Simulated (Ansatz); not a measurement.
KCl

Input file:

```
crystal:
  lattice:
    - [3.8375709993, 0.0, 0.0]
    - [0.0, 3.8375709993, 0.0]
    - [0.0, 0.0, 3.8375709993]
  atoms:
    - { symbol: K, position: [0.0, 0.0, 0.0] }
    - { symbol: Cl, position: [0.5, 0.5, 0.5] }
basis:
  ecutwfc: 420
kpoints:
  mp_grid: { grid: [6, 6, 6] }
  band_path:
    path:
      - [[0.0, 0.0, 0.0], [0.0, 0.5, 0.0], [0.5, 0.5, 0.0], [0.0, 0.0, 0.0], [0.5, 0.5, 0.5], [0.0, 0.5, 0.0]]
      - [[0.5, 0.5, 0.5], [0.5, 0.5, 0.0]]
    npoints: 4
hamiltonian:
  xc: hse06
scf:
  occupations: { method: gaussian, width: 0.02 }
output:
  forces: true
  stress: true
  eigenvalues: true
  populations: true
  dos: { projected: true, de: 0.02 }
  bader: false
  write_density: true
  write_potential: true
  elf: true
  volumetric_format: npy
```

Command:

```sh
ansatz run input.yaml --threads 2 --pin off --max-ram 5120MiB --backend cpu --events-out ev --progress --plain --runs-dir out
```

Below, planes, directions and counts refer to the conventional cell (a = 3.84 Å, b = 3.84 Å, c = 3.84 Å, α = 90.00°, β = 90.00°, γ = 90.00°).

Space group Pm-3m; a structure from a database of computed crystals, not necessarily the ambient phase.

Computed with DFT HSE06, scalar-relativistic, plane waves, PAW (Ansatz).

The density is the valence pseudo-density of a PAW calculation; it isn't the true density close to the nuclei.

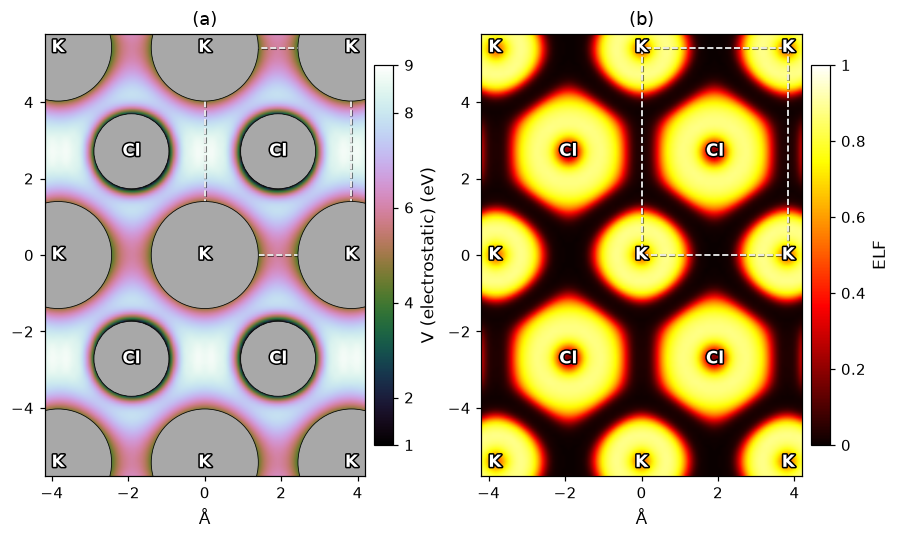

Figure 1. (a) electrostatic potential (local pseudopotential plus Hartree) felt by an electron; (b) ELF on the (110) plane of the conventional cell. Grey discs cover the atomic cores in the potential map.

Read the bonding off the picture.

Answer.
- The section cuts through K and Cl sites.
- K–Cl (3.32 Å): the ELF is about 0.05 at the midpoint; an ionic contact with no shared pair.
- The features right at K lie inside the PAW spheres, where the map follows smoothed inner orbitals and isn't to be read closely.
- Outside the cores the potential energy rises away from the atoms and is highest about 1.8 Å from the nearest atoms; its zero is arbitrary.

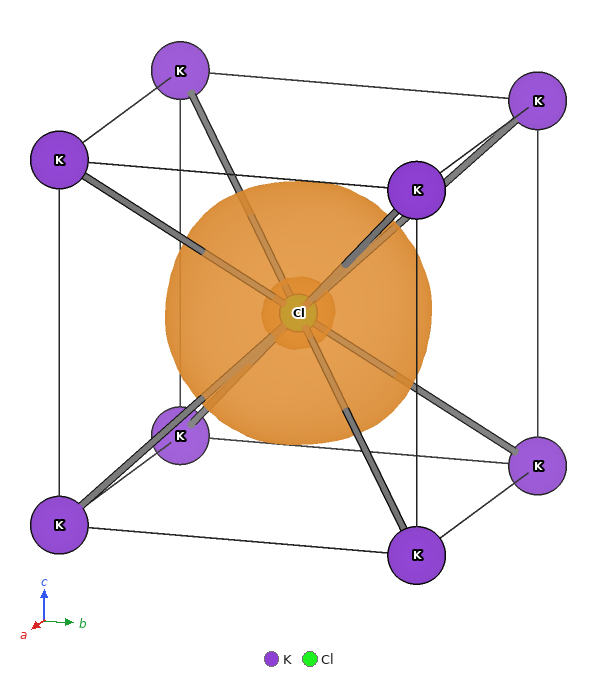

Figure 2. Isosurface of the ELF at 0.65 (orange), seen slightly off an axis. Only the valence region is drawn (cores and ρ < 0.01 e/Å³ removed). Sticks mark near contacts.

Identify the bonds, lone pairs and shells in this picture.

Answer. The ELF exceeds this value in one region wrapped around Cl (its valence shell), counted in one cell of 2 atoms. Any copies at cell faces, edges or corners count once.

Does the calculation give a band gap?

Answer. It is gapped, with a Kohn–Sham gap of 6.1 eV on the k-point mesh, an upper bound to the gap of this method.
